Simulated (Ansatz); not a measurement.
Consider SnO.

```
Sn O
1.0
     3.28940    0.00000    0.00000
    -1.64470    2.84871    0.00000
     0.00000    0.00000   16.80049
Sn O
4 4
Cartesian
  0.0000 0.0000 0.0197
  0.0000 1.8991 4.2043
  0.0000 0.0000 8.4199
  1.6447 0.9496 12.6046
  0.0000 0.0000 3.1301
  0.0000 1.8991 7.3464
  0.0000 0.0000 11.5303
  1.6447 0.9496 15.7466
```

Space group P6₃mc; started from the 4H polytype prototype, which need not be the ambient phase.

Theory: Ansatz 0.2.0, DFT, PBEsol, plane waves, PAW.

What can the converged valence pseudo-density and electron localisation function tell about the bonding?

Sn–O (2.18 Å): ρ is about 0.53 e/Å³ halfway; the ELF peaks at about 0.80 in the valence shell of O, 0.6 Å from its nucleus, and is about 0.25 at the midpoint; no shared electron pair shows on this line.

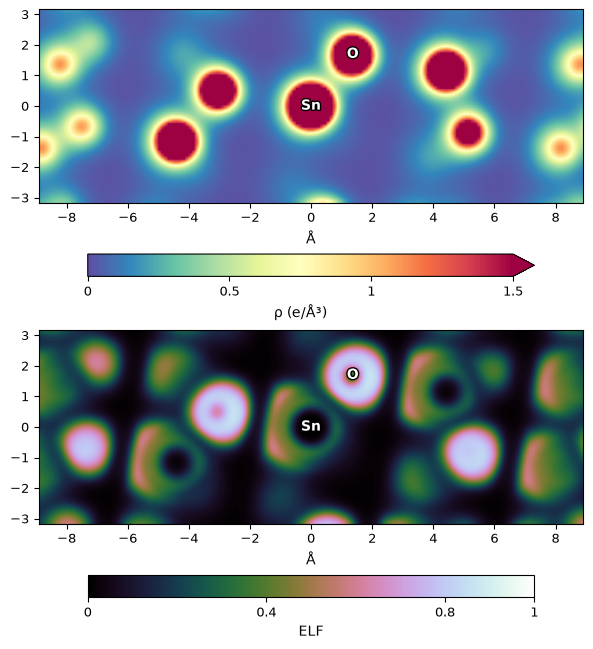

Computed valence pseudo-density and electron localisation function on the (111) plane of the conventional cell, in this order. Atoms just off the plane (Sn, 0.4 Å away and O, 0.3 Å away) can leave unmarked features too.
